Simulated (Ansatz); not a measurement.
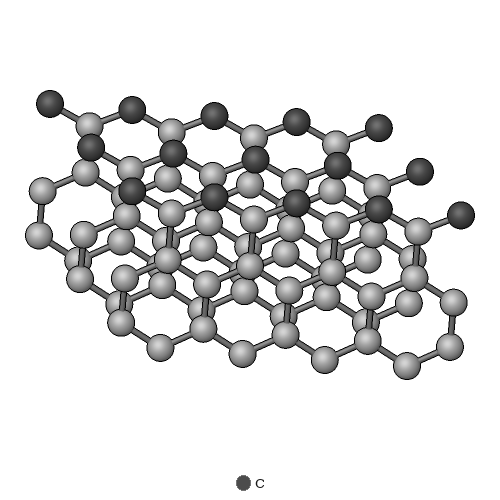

The system is Si on a C(010) slab cut from the Fmmm phase, its upper half relaxed before the scan (12 atoms of substrate and one adsorbate in a 2 × 1 cell); the picture shows it without the atoms that are moved over the map. 
- Si is moved over the surface cell at a fixed height above a rigid substrate; the origin of the map has the adsorbate above C11; the height is held at 2.50 Å.
- Places are given modulo a cell vector. The map is drawn in real space over the plane of the surface.
- The scan uses a 6 × 8 grid; 26 points were computed and 22 follow by symmetry.
- Places are given in fractions of the 1 × 1 surface cell.
- Energies are in eV, from the lowest grid point.
- Energies and slopes of some neighbouring points disagree (a jump in structure or state, or too coarse a mesh). The magnetic moment jumps between some neighbouring points. At a fixed height the lowest place need not be the adsorption site.
- These are results of DFT PBE+D3(BJ), scalar-relativistic, plane waves, PAW in Ansatz, not measurements. Settings: cutoff 420 eV, k-mesh 6×8×1, gaussian smearing 0.05 eV, spin-polarised.

Range: position of Si13 along the first surface vector from 0.000 to 0.833; position of Si13 along the second surface vector from 0.000 to 0.875.

### What landscape does the calculation give?

The lowest grid point is at the top site over a surface C atom, (0/6, 0/8) of the cell vectors. The highest grid point, (1/6, 4/8) of the cell vectors [nearest 1 C at 3.03 Å], lies 1.10 eV above the lowest. At the lowest point the adsorbate has 1 C at 2.50 Å as nearest neighbours, at the highest 1 C at 3.03 Å.

```tsv
second ↓, first →	0/6	1/6	2/6	3/6	4/6	5/6
7/8	0.22	0.22	0.21	0.19	0.18	0.20
6/8	0.57	0.58	0.56	0.52	0.50	0.53
5/8	0.98	0.97	0.91	0.85	0.73	0.91
4/8	1.06	1.10	1.01	0.96	1.01	1.10
3/8	0.98	0.91	0.73	0.85	0.91	0.97
2/8	0.57	0.53	0.50	0.52	0.56	0.58
1/8	0.22	0.20	0.18	0.19	0.21	0.22
0/8	0.00	0.07	0.06	0.06	0.06	0.07
```

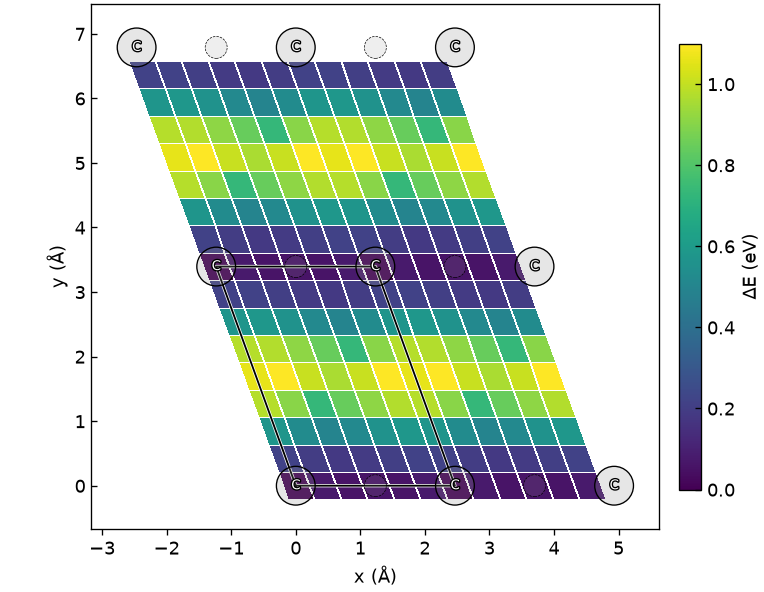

Drawn: one coloured cell a grid point, labelled circles for the atoms of the top layer and small ones for the second layer, the outline of one cell of the 2 × 2 shown.

Each point was launched as `ansatz run input.yaml --threads 2 --pin off --max-ram 6144MiB --backend cpu --events-out ev --progress --plain --runs-dir out`. Time for the 26 points that were run: 46 min on 2 threads of Intel(R) Xeon(R) Platinum 8488C (Sapphire Rapids) (shared host).

PAW datasets: the set soft_1.
